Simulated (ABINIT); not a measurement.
# Hubbard response calculation of MnSb (part 1 of 4)

MnSb (P6₃/mmc, 4 atoms in the cell), computed with Kohn-Sham DFT of a periodic cell, LDA, DFT+U, JTH PAW LDA v2.0, spin-polarised (ABINIT 10.8.3).

The structure derives from an entry of the Crystallography Open Database.

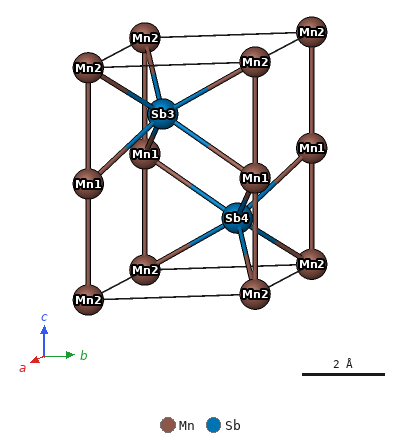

*The structure as given in the input (ball-and-stick view of the cell of the calculation, seen slightly off an axis; atoms are numbered from 1 in the order of the input).*

Near neighbours in the crystal (not all of them lie inside the picture): Mn has 2 Mn at 2.89 Å and 6 Sb at 2.80 Å; Sb has 6 Mn at 2.80 Å.

Input:
```
# Datasets
ndtset 3

# Pseudopotentials
pp_dirpath "./"
pseudos "Mn.LDA_PW-JTH.xml, Sb.LDA_PW-JTH.xml"

# Structure
acell 7.8423634172 7.8423634172 10.9226170003
rprim
     1.0000000000     0.0000000000     0.0000000000
    -0.5000000000     0.8660254038     0.0000000000
     0.0000000000     0.0000000000     1.0000000000
ntypat 2
znucl 25 51
natom 4
typat 1 1 2 2
xred
            0.0            0.0            1/2
            0.0            0.0            0.0
            2/3            1/3            3/4
            1/3            2/3            1/4

# Plane-wave basis
ecut 22.0
pawecutdg 44.0

# k points
kptopt 2
ngkpt 4 4 2
nshiftk 1
shiftk 0.0 0.0 0.0

# Exchange and correlation
ixc 7

# Bands and occupations
nband 38
occopt 3
tsmear 0.05 eV

# Spin
nsppol 2
spinat
     0.0000000000     0.0000000000     4.0000000000
     0.0000000000     0.0000000000     4.0000000000
     0.0000000000     0.0000000000     0.0000000000
     0.0000000000     0.0000000000     0.0000000000
nsym 1

# DFT+U
usepawu 1
lpawu 2 -1
upawu 0.0 0.0 eV
jpawu 0.0 0.0 eV
dmatpuopt 2

# SCF cycle
nstep 120
tolvrs 1.0e-9

# Output
prteig 0
prtebands 0
prtden 0
prtwf 0

# Linear response
irdwfk 1
macro_uj 1
pawujat 1
pawujv1 -0.1 eV
pawujv2 0.05 eV
pawujv3 0.1 eV
```

File gs.abi:
```
# Pseudopotentials
pp_dirpath "./"
pseudos "Mn.LDA_PW-JTH.xml, Sb.LDA_PW-JTH.xml"

# Structure
acell 7.8423634172 7.8423634172 10.9226170003
rprim
     1.0000000000     0.0000000000     0.0000000000
    -0.5000000000     0.8660254038     0.0000000000
     0.0000000000     0.0000000000     1.0000000000
ntypat 2
znucl 25 51
natom 4
typat 1 1 2 2
xred
            0.0            0.0            1/2
            0.0            0.0            0.0
            2/3            1/3            3/4
            1/3            2/3            1/4

# Plane-wave basis
ecut 22.0
pawecutdg 44.0

# k points
kptopt 2
ngkpt 4 4 2
nshiftk 1
shiftk 0.0 0.0 0.0

# Exchange and correlation
ixc 7

# Bands and occupations
nband 38
occopt 3
tsmear 0.05 eV

# Spin
nsppol 2
spinat
     0.0000000000     0.0000000000     4.0000000000
     0.0000000000     0.0000000000     4.0000000000
     0.0000000000     0.0000000000     0.0000000000
     0.0000000000     0.0000000000     0.0000000000
nsym 1

# DFT+U
usepawu 1
lpawu 2 -1
upawu 0.0 0.0 eV
jpawu 0.0 0.0 eV
dmatpuopt 2

# SCF cycle
nstep 120
tolvrs 1.0e-9

# Output
prteig 0
prtebands 0
prtden 0
```

Run on 1 thread of Arm Neoverse V1, 24 GiB of memory available, shared host.

Run as:
```bash
abinit gs.abi > log 2>&1
ln -s gso_WFK runi_DS1_WFK
ln -s gso_WFK runi_DS2_WFK
ln -s gso_WFK runi_DS3_WFK
abinit run.abi > log 2>&1
lruj runo_DS1_LRUJ.nc runo_DS2_LRUJ.nc runo_DS3_LRUJ.nc > lruj.log 2>&1
```

What the program printed:
```
.Version 10.8.3 of ABINIT
 DATASET    1 : space group P1 (#  1); Bravais aP (primitive triclinic)
================================================================================
 Values of the parameters that define the memory need for DATASET  1.
     intxc =       0    ionmov =       0      iscf =      17    lmnmax =      18
     lnmax =       6     mgfft =      48  mpssoang =       3    mqgrid =    3262
     natom =       4  nloc_mem =       2    nspden =       2   nspinor =       1
    nsppol =       2      nsym =       1    n1xccc =       1    ntypat =       2
    occopt =       3   xclevel =       1
       mpw =        2870          nfft =       62208          nkpt =          20
 PAW method is used; the additional fine FFT grid is defined by:
   mgfftf=        72    nfftf =    165888
================================================================================
================================================================================

 DATASET    2 : space group P1 (#  1); Bravais aP (primitive triclinic)
================================================================================
 Values of the parameters that define the memory need for DATASET  2.
     intxc =       0    ionmov =       0      iscf =      17    lmnmax =      18
     lnmax =       6     mgfft =      48  mpssoang =       3    mqgrid =    3262
     natom =       4  nloc_mem =       2    nspden =       2   nspinor =       1
    nsppol =       2      nsym =       1    n1xccc =       1    ntypat =       2
    occopt =       3   xclevel =       1
       mpw =        2870          nfft =       62208          nkpt =          20
 PAW method is used; the additional fine FFT grid is defined by:
   mgfftf=        72    nfftf =    165888
================================================================================
================================================================================

 DATASET    3 : space group P1 (#  1); Bravais aP (primitive triclinic)
================================================================================
 Values of the parameters that define the memory need for DATASET  3.
     intxc =       0    ionmov =       0      iscf =      17    lmnmax =      18
     lnmax =       6     mgfft =      48  mpssoang =       3    mqgrid =    3262
     natom =       4  nloc_mem =       2    nspden =       2   nspinor =       1
    nsppol =       2      nsym =       1    n1xccc =       1    ntypat =       2
    occopt =       3   xclevel =       1
       mpw =        2870          nfft =       62208          nkpt =          20
 PAW method is used; the additional fine FFT grid is defined by:
   mgfftf=        72    nfftf =    165888
================================================================================
================================================================================

--------------------------------------------------------------------------------
------------- Echo of variables that govern the present computation ------------
--------------------------------------------------------------------------------
 -outvars: echo values of preprocessed input variables --------
            acell      7.8423634172E+00  7.8423634172E+00  1.0922617000E+01 Bohr
              amu      5.49380500E+01  1.21753000E+02
         atvshift1      -0.00367   -0.00367   -0.00367   -0.00367   -0.00367
                        -0.00367   -0.00367   -0.00367   -0.00367   -0.00367
                         0.00000    0.00000    0.00000    0.00000    0.00000
                         0.00000    0.00000    0.00000    0.00000    0.00000
                         0.00000    0.00000    0.00000    0.00000    0.00000
                         0.00000    0.00000    0.00000    0.00000    0.00000
                         0.00000    0.00000    0.00000    0.00000    0.00000
                         0.00000    0.00000    0.00000    0.00000    0.00000
         atvshift2       0.00184    0.00184    0.00184    0.00184    0.00184
                         0.00184    0.00184    0.00184    0.00184    0.00184
                         0.00000    0.00000    0.00000    0.00000    0.00000
                         0.00000    0.00000    0.00000    0.00000    0.00000
                         0.00000    0.00000    0.00000    0.00000    0.00000
                         0.00000    0.00000    0.00000    0.00000    0.00000
                         0.00000    0.00000    0.00000    0.00000    0.00000
                         0.00000    0.00000    0.00000    0.00000    0.00000
         atvshift3       0.00367    0.00367    0.00367    0.00367    0.00367
                         0.00367    0.00367    0.00367    0.00367    0.00367
                         0.00000    0.00000    0.00000    0.00000    0.00000
                         0.00000    0.00000    0.00000    0.00000    0.00000
                         0.00000    0.00000    0.00000    0.00000    0.00000
                         0.00000    0.00000    0.00000    0.00000    0.00000
                         0.00000    0.00000    0.00000    0.00000    0.00000
                         0.00000    0.00000    0.00000    0.00000    0.00000
           diemix      4.50000000E-01
             ecut      2.20000000E+01 Hartree
           irdwfk           1
              ixc           7
           jdtset        1    2    3
           kptopt           2
         kptrlatt        4    0    0      0    4    0      0    0    2
          kptrlen      2.18452340E+01
            lpawu           2      -1
         macro_uj        1
            natom           4
            nband          38
        natvshift        5
           ndtset           3
            ngfft          36      36      48
          ngfftdg          48      48      72
             nkpt          20
           nspden           2
           nsppol           2
            nstep         120
             nsym           1
           ntypat           2
           occopt           3
        pawecutdg      4.40000000E+01 Hartree
           pawujv1    -3.6749322176E-03 Hartree
           pawujv2     1.8374661088E-03 Hartree
           pawujv3     3.6749322176E-03 Hartree
           prtden           0
        prtebands           0
           prteig           0
            prtwf           0
            rprim      1.0000000000E+00  0.0000000000E+00  0.0000000000E+00
                      -5.0000000000E-01  8.6602540380E-01  0.0000000000E+00
                       0.0000000000E+00  0.0000000000E+00  1.0000000000E+00
          spgroup           1
           spinat      0.0000000000E+00  0.0000000000E+00  4.0000000000E+00
                       0.0000000000E+00  0.0000000000E+00  4.0000000000E+00
                       0.0000000000E+00  0.0000000000E+00  0.0000000000E+00
                       0.0000000000E+00  0.0000000000E+00  0.0000000000E+00
           tolvrs      1.00000000E-09
           tsmear      1.83746611E-03 Hartree
            typat      1  1  2  2
          usepawu           1
           useylm           1
           xangst      0.0000000000E+00  0.0000000000E+00  2.8899999980E+00
                       0.0000000000E+00  0.0000000000E+00  0.0000000000E+00
                       2.0749999986E+00  1.1980018078E+00  4.3349999970E+00
                      -8.1421037665E-17  2.3960036156E+00  1.4449999990E+00
            xcart      0.0000000000E+00  0.0000000000E+00  5.4613085002E+00
                       0.0000000000E+00  0.0000000000E+00  0.0000000000E+00
                       3.9211817086E+00  2.2638953150E+00  8.1919627502E+00
                      -1.5386346207E-16  4.5277906301E+00  2.7306542501E+00
             xred      0.0000000000E+00  0.0000000000E+00  5.0000000000E-01
                       0.0000000000E+00  0.0000000000E+00  0.0000000000E+00
                       6.6666666667E-01  3.3333333333E-01  7.5000000000E-01
                       3.3333333333E-01  6.6666666667E-01  2.5000000000E-01
            znucl       25.00000   51.00000

================================================================================

 chkinp: Checking input parameters for consistency, jdtset=   1.

 chkinp: Checking input parameters for consistency, jdtset=   2.

 chkinp: Checking input parameters for consistency, jdtset=   3.

================================================================================
== DATASET  1 ==================================================================

--- !DatasetInfo
iteration_state: {dtset: 1, }
dimensions: {natom: 4, nkpt: 20, mband: 38, nsppol: 2, nspinor: 1, nspden: 2, mpw: 2870, }
cutoff_energies: {ecut:  22.0, pawecutdg:  44.0, }
electrons: {nelect:   6.00000000E+01, charge:   0.00000000E+00, occopt:   3.00000000E+00, tsmear:   1.83746611E-03, }
meta: {optdriver: 0, ionmov: 0, optcell: 0, iscf: 17, paral_kgb: 0, }
...

 Exchange-correlation functional for the present dataset will be:
  LDA: Perdew-Wang 92 LSD fit to Ceperley-Alder data - ixc=7
  J.P.Perdew and Y.Wang, PRB 45, 13244 (1992)

 Real(R)+Recip(G) space primitive vectors, cartesian coordinates (Bohr,Bohr^-1):
 R(1)=  7.8423634  0.0000000  0.0000000  G(1)=  0.1275126  0.0736194  0.0000000
 R(2)= -3.9211817  6.7916859  0.0000000  G(2)=  0.0000000  0.1472388  0.0000000
 R(3)=  0.0000000  0.0000000 10.9226170  G(3)=  0.0000000  0.0000000  0.0915532
 Unit cell volume ucvol=  5.8176992E+02 bohr^3
 Angles (23,13,12)=  9.00000000E+01  9.00000000E+01  1.20000000E+02 degrees

 Coarse grid specifications (used for wave-functions):

 getcut: wavevector=  0.0000  0.0000  0.0000  ngfft=  36  36  48
         ecut(hartree)=     22.000   => boxcut(ratio)=   2.08132

 Fine grid specifications (used for densities):

 getcut: wavevector=  0.0000  0.0000  0.0000  ngfft=  48  48  72
         ecut(hartree)=     44.000   => boxcut(ratio)=   2.04976

--- Pseudopotential description ------------------------------------------------
- pspini: atom type   1  psp file is ./Mn.LDA_PW-JTH.xml
 Pseudopotential format is: paw10
 basis_size (lnmax)=  6 (lmn_size= 18), orbitals=   0   0   1   1   2   2
 Spheres core radius: rc_sph= 2.11191681
 Shapefunction is SIN type: shapef(r)=[sin(pi*r/rshp)/(pi*r/rshp)]**2
 Radius for shape functions =  1.80270168
 Compensation charge density is not taken into account in XC energy/potential

- pspini: atom type   2  psp file is ./Sb.LDA_PW-JTH.xml
 Pseudopotential format is: paw10
 basis_size (lnmax)=  6 (lmn_size= 18), orbitals=   0   0   1   1   2   2
 Spheres core radius: rc_sph= 2.40089151
 Shapefunction is BESSEL type: shapef(r,l)=aa(1,l)*jl(q(1,l)*r)+aa(2,l)*jl(q(2,l)*r)
 Radius for shape functions =  2.00542650
 Compensation charge density is not taken into account in XC energy/potential

   6.35406058E+03                                ecore*ucvol(ha*bohr**3)
--------------------------------------------------------------------------------

-inwffil : will read wavefunctions from disk file runi_DS1_WFK

 ******************************************
 DFT+U Method used: FLL
 ******************************************

================================================================================

--- !BeginCycle
iteration_state: {dtset: 1, }
solver: {iscf: 17, nstep: 120, nline: 4, wfoptalg: 10, }
tolerances: {tolvrs: 1.00E-09, }
...
```
